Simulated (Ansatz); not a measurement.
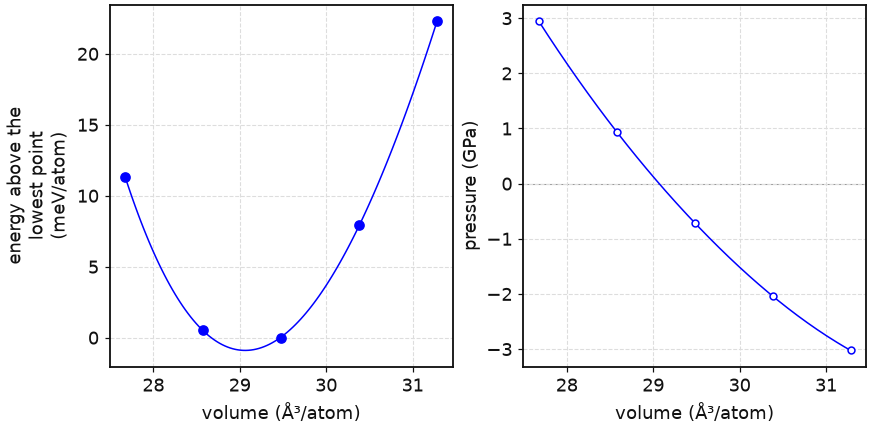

The plot gives the computed energy above the lowest point and pressure against volume for GaSb, space group F-43m (No. 216) (one of a set of cubic test structures, which need not be the stable phase).

Calculation (Ansatz 0.2.0 development build): equation of state of a cubic crystal from periodic Kohn-Sham density functional theory without spin, third-order Birch-Murnaghan fit to the free energies; pressure corrected for the finite basis. Level: HSE06.

structure type zinc blende; atoms in cell 2; space group number 216; lattice centring face-centred primitive; k mesh 4×4×4; occupation method Fermi–Dirac; occupation width 0.1 eV; wave cutoff 700 eV; datasets hard PAW; density tolerance 0 eV; bands 27; density cutoff ratio 4; search for lower states default; exchange singularity regularized.

**Give the fitted equation-of-state parameters.**

A third-order Birch–Murnaghan fit gives V0 = 29.06 Å³/atom, B0 = 52.4 GPa and B′ = 6.3.

**Read off the course of the pressure.**

It falls from 2.947 GPa at volume 27.67 Å³/atom to −3.025 GPa at 31.28 Å³/atom, and changes sign near 29.09 Å³/atom.

Limits of the calculation: coarse k-mesh, values are not converged in k; pseudopotentials made with PBE, not this functional.

The computed values:

| volume (Å³/atom) | energy above the lowest point (meV/atom) | pressure (GPa) |
| --- | --- | --- |
| 27.67 | 11.3 | 2.947 |
| 28.58 | 0.5 | 0.940 |
| 29.48 | 0.0 | −0.710 |
| 30.38 | 7.9 | −2.039 |
| 31.28 | 22.3 | −3.025 |
